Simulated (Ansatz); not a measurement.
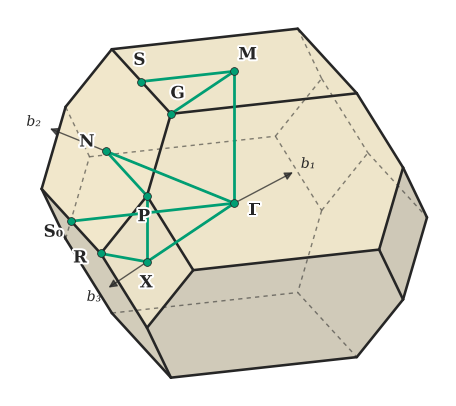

Crystal: C, the end point of a relaxation with DFT PBE, scalar-relativistic, plane waves, PAW (Ansatz); the starting structure was generated, so it need not be a known form of this composition. The first Brillouin zone and its special points. The drawing is computed from the coordinates (standard cell, symmetry found to 0.002 Å).

Space group I4/mmm (No. 139); a = 3.649 Å, b = 3.649 Å, c = 6.969 Å, α = 90.00°, β = 90.00°, γ = 90.00°.

Labels and path follow the convention of Hinuma et al. (2017), as computed by seekpath; the arrows show the directions of the reciprocal primitive vectors b₁, b₂, b₃, in which coordinates are given; lengths include the factor 2π.

List the special points with their coordinates and distances from Γ.

Answer.
```csv
point,k₁,k₂,k₃,length of k (1/Å)
Γ,0,0,0,0.000
M,1/2,1/2,−1/2,0.902
X,0,0,1/2,1.218
P,1/4,1/4,1/4,1.298
N,0,1/2,0,0.972
S₀,−0.319,0.319,0.319,1.097
S,0.319,0.681,−0.319,1.097
R,−0.137,0.137,1/2,1.263
G,1/2,1/2,−0.137,1.263
```

What is the zone's volume?

Answer. (2π)³ over the primitive cell's volume of 46.39 Å³: 5.35 Å⁻³.
